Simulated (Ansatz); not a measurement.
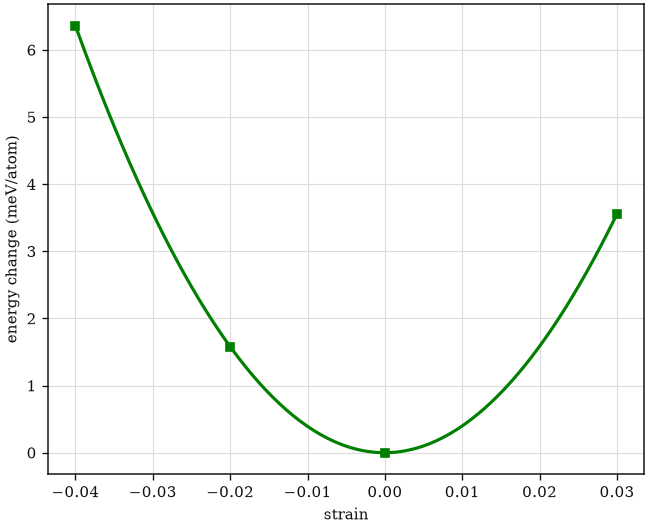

The picture above shows the energy change against strain for TiAl, space group Pm-3m (No. 221).

Starting cell:
```xyz
2
Lattice="3.1713 0.0000 0.0000 0.0000 3.1713 0.0000 0.0000 0.0000 3.1713" Properties=species:S:1:pos:R:3 pbc="T T T"
Ti    0.0000    0.0000    0.0000
Al    1.5857    1.5857    1.5857
```

Calculation (Ansatz 0.2.0): homogeneous strain of a crystal along one Voigt pattern with engineering shear, fractional coordinates fixed, by plane-wave density functional theory with PAW datasets, free energies less that of the undisturbed cell, pressure positive in compression; scalar-relativistic. Level: r2SCAN, no spin polarisation.

- wave cutoff: 500 eV
- k mesh: 20×20×20
- occupations: Gaussian
- smearing width: 0.15 eV
- k shift: (0, 0, 0) (mesh steps)
- start: relaxed
- strain pattern: (0, 0, 0, 1, 0, 0) (xx yy zz yz xz xy with engineering shear)

From this curve and the settings, what does the calculation give for the tensile stress summed over the strain pattern and pressure at the same points?

The tensile stress summed over the strain pattern rises from −3.217 GPa at strain −0.04 to 2.395 GPa at 0.03, and changes sign near 0.00. The pressure goes from 0.279 GPa at strain −0.04 to 0.184 GPa at 0.03, not monotonically, with a low of 0.060 GPa at 0.00.

```tsv
strain	tensile stress summed over the strain pattern (GPa)	pressure (GPa)
-0.04	-3.217	0.279
-0.02	-1.588	0.115
0.00	0.000	0.060
0.03	2.395	0.184
```
